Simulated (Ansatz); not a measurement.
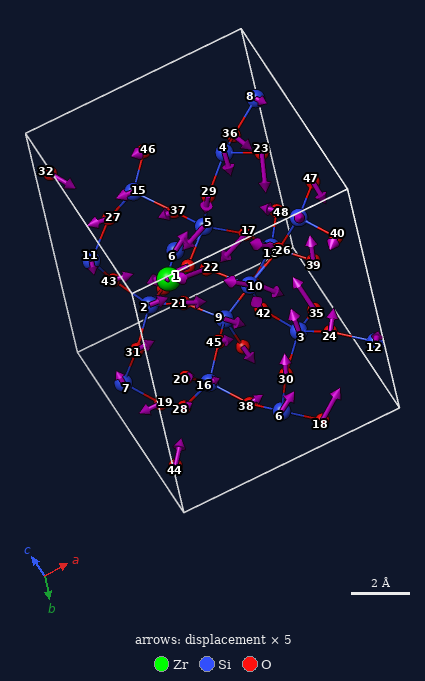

A relaxation of a defect cell of composition ZrSi$_{15}$O$_{32}$ (cell charge −1). The starting structure is drawn; purple arrows show the displacements, magnified 5 times.

The picture is a ball-and-stick view of the cell of the calculation, seen from a free direction.

Case: Zr on a Si site (a), charge -1, atoms relaxed at the host's cell.

These are results of Ansatz 0.2.0, DFT PBE, scalar-relativistic, plane waves, PAW, not measurements. (plane-wave cutoff 420 eV; k-point mesh 2 × 2 × 2; occupations gaussian; smearing width 0.01 eV; mesh shifted by (0.5, 0.5, 0.5); collinear spin; atoms relaxed in a fixed cell; force threshold 0.025 eV/Å; at most 45 steps)

Which element moves most?

Answer. Oxygen: up to 0.36 Å, against 0.24 Å for silicon.

What happened in the run?

Answer. The largest moves, 0.36 Å, are those of O atoms. Largest moves by element: O 0.36 Å, Si 0.24 Å, Zr 0.03 Å. The cell doesn't change. Some distances before and after: O–Zr 1.947 → 2.017 Å, O–Si 1.621 → 1.603 Å, O–Si 1.642 → 1.657 Å, O–Si 1.625 → 1.639 Å. Among the angles between lasting bonds that change: O–Zr–O 111.7° → 130.8°, O–Zr–O 112.5° → 125.2°, Si–O–Si 156.0° → 146.5°. After 16 accepted moves (17 points after the start) the energy has fallen by 0.188 eV per cell of the calculation. The largest force component goes from 0.36 to 0.014 eV/Å. 1 step only repeated the SCF at the same geometry. The forces were under the threshold at step 10, but the run went on from there. Cost: 19 min on 4 threads of Arm Neoverse V1, on a shared host, peak memory 2.9 GiB.

Limits of the set-up: the cell is charged, on a uniform background, and energies carry no finite-size correction.
